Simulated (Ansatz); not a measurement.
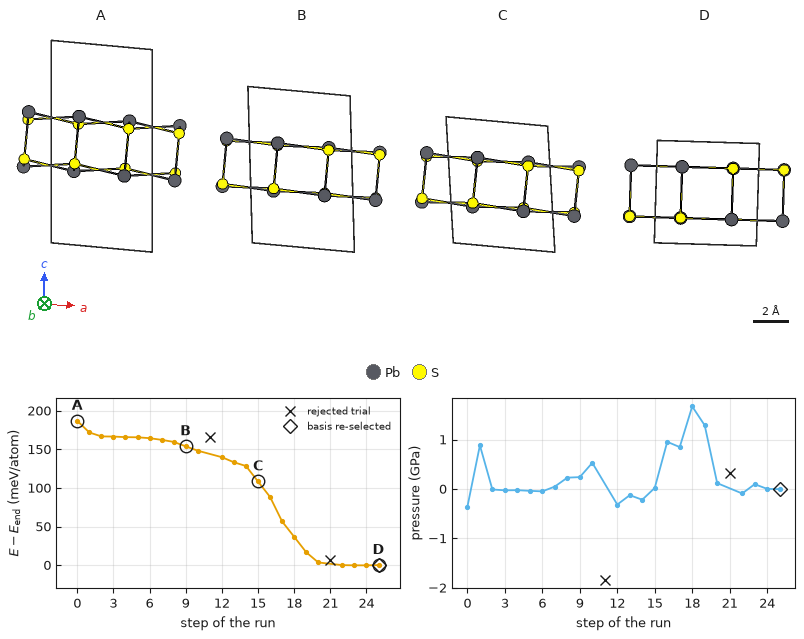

Frames of a relaxation of a crystal of PbS (set up in C2/m), marked on the history of the run. A ball-and-stick model of the conventional cell (2 times the calculation's cell), seen along the b axis. Lengths and directions refer to the drawn axes.

The calculation used Ansatz 0.2.0, DFT PBE+D3(BJ), scalar-relativistic, plane waves, PAW. Settings: plane-wave cutoff 420 eV; k-point mesh 8 × 8 × 4; occupations gaussian; smearing width 0.02 eV; no spin polarisation; cell and atoms relaxed; force threshold 0.005 eV/Å; at most 80 steps.

> Describe the path.

After 22 accepted moves (25 points after the start) the energy has fallen by 187 meV per atom. Largest force component: 0.47 eV/Å at the start, 0.0019 eV/Å at the end. The pressure goes from −0.36 to −0.01 GPa. The line search rejected the trial steps at points 11, 21 of the run. At 1 point the geometry stayed and the basis and grid were re-selected for the new cell (energy shift of 0.3 meV per atom at most each time). The largest moves relative to the cell, 0.91 Å, are those of S atoms. Largest moves by element: S 0.91 Å, Pb 0.69 Å. Cell: a 5.881 → 5.929 Å (+0.8 %), b 5.800 → 5.929 Å (+2.2 %), c 11.759 → 5.950 Å (−49.4 %), β 95.3° → 90.0°. Volume −47.6 %. Near-neighbour distances that change, for instance: Pb–S 9.023 → 2.977 Å, Pb–S 2.751 → 2.973 Å, Pb–S 2.934 → 2.965 Å, Pb–S 2.975 → 2.965 Å. New bonds form: Pb–S (9.02 → 2.98 Å). Bond angles that change, for instance: Pb–S–Pb 162.7° → 180.0°, S–Pb–S 162.9° → 180.0°, Pb–S–Pb 98.7° → 90.0°. The space group (tolerance 0.01 Å) goes from C2/m (No. 12) to I4/mmm (No. 139). From step 0 to 9: S atoms move most (0.37 Å), volume −20.0 %, energy −33.0 meV per atom. From step 9 to 15: Pb atoms move most (0.31 Å), volume −20.2 %, energy −45.5 meV per atom. From step 15 to 25: S atoms move most (0.53 Å), volume −18.0 %, energy −108 meV per atom.
